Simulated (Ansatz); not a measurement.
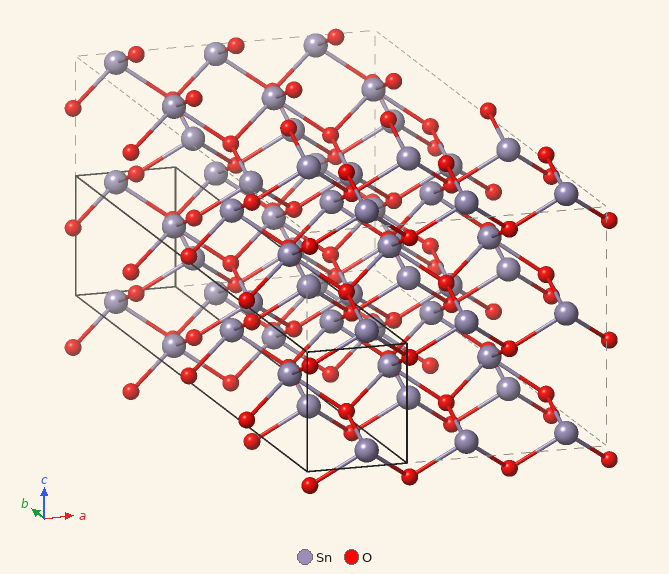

This ball-and-stick model is shown slightly off an axis. The picture spans 3×1×2 cells, one conventional unit cell being drawn with solid lines. A few atoms beyond the faces are included.

In words:

- Chemical formula SnO.
- Its lattice is base-centred orthorhombic, its space group Ama2 (No. 40).
- Atoms per cell: 16 (8 Sn, 8 O).
- Sn is coordinated by three O in a trigonal pyramidal arrangement. Each O atom is coordinated by three Sn.
- The bonds build SnO layers parallel to (010).

It derives from a structure listed in the Materials Project. The cell was then strained or its atoms displaced on purpose. It was run through Ansatz as a DFT input.
